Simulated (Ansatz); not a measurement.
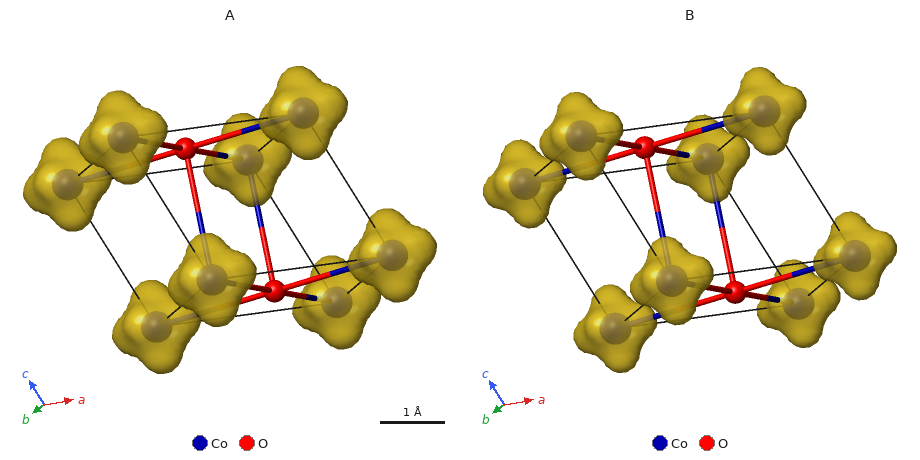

The picture shows: CoO. Spin density of two self-consistent states of the same cell, at +0.3 (yellow) and −0.3 e/Å³ (cyan).

Space group I4/mmm; computed pressure about −24 GPa in this cell; spin-polarised.

All numbers below come from Ansatz 0.2.0, Kohn-Sham DFT of a periodic cell, PBEsol, Ansatz PAW.

Core electrons are frozen (PAW), and the valence fields are smoothed inside the atomic spheres.

Which magnetic state is the more stable, and how do they differ?

Answer. State A: parallel main moments, as they must be, since the calculation's own cell holds one magnetic site; Co: +1.4 μB in one cell of 2 atoms. State B: parallel main moments, as they must be, since the calculation's own cell holds one magnetic site; Co: +0.9 μB in one cell of 2 atoms. State A lies lower by 52 meV per atom.
